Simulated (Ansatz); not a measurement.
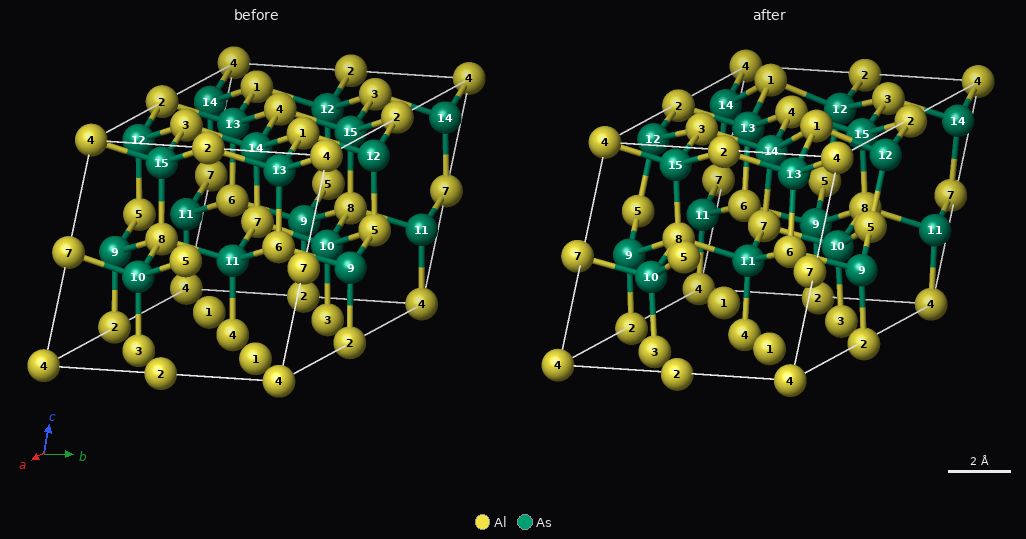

The structure of solid Al$_{8}$As$_{7}$ (a generated structure, set up in P1) (coarse preliminary run) before (left) and after (right) a relaxation, at one scale.

A ball-and-stick model of the conventional cell (2 times the calculation's cell) (origin shifted), seen slightly off an axis. Lengths and directions refer to the drawn axes.

Case: 1 of 8 As atoms taken out at random.

These are results of DFT PBE, scalar-relativistic, plane waves, PAW in Ansatz 0.2.0, not measurements. (plane-wave cutoff 420 eV; k-point mesh 2 × 2 × 2; occupations gaussian; smearing width 0.1 eV; mesh shifted by (0.5, 0.5, 0.5); no spin polarisation; cell and atoms relaxed; force threshold 0.04 eV/Å; at most 50 steps)

Describe what moved and what it gained.

Answer. Over 7 accepted moves (9 points after the start) the energy falls by 21.9 meV per atom. The largest force component goes from 0.56 to 0.013 eV/Å. Pressure: −0.75 GPa at the start and 0.04 GPa at the end. The line search rejected the trial step at point 7 of the run. The SCF was repeated once at an unchanged geometry on a basis and grid sized afresh for the cell, which shifted the energy by 0.1 meV per atom at most. The atom that moves furthest relative to the cell is Al5 (0.51 Å along [1 −2 1]). Largest moves by element: Al 0.51 Å, As 0.11 Å. The volume changes by −3.7 %, with a 14.030 → 13.857 Å (−1.2 %), b 8.100 → 7.999 Å (−1.2 %), c 8.100 → 8.001 Å (−1.2 %). Near-neighbour distances that change, for instance: Al7–As14 2.428 → 2.543 Å, Al1–As13 2.439 → 2.542 Å, Al5–As10 2.503 → 2.411 Å, Al6–As11 2.459 → 2.541 Å. Bond angles that change, for instance: Al6–As11–Al7 109.1° → 125.0°, Al1–As14–Al7 109.5° → 125.2°, As9–Al5–As12 107.8° → 118.4°. The space group (tolerance 0.01 Å) goes from P1 (No. 1) to R3m (No. 160). Cost: 60 s on 4 threads of Intel(R) Xeon(R) Processor @ 2.70GHz, with other jobs on the host, peak memory 0.92 GiB.

Limits of the set-up: the k-point mesh is coarse for a cell with partly filled bands.
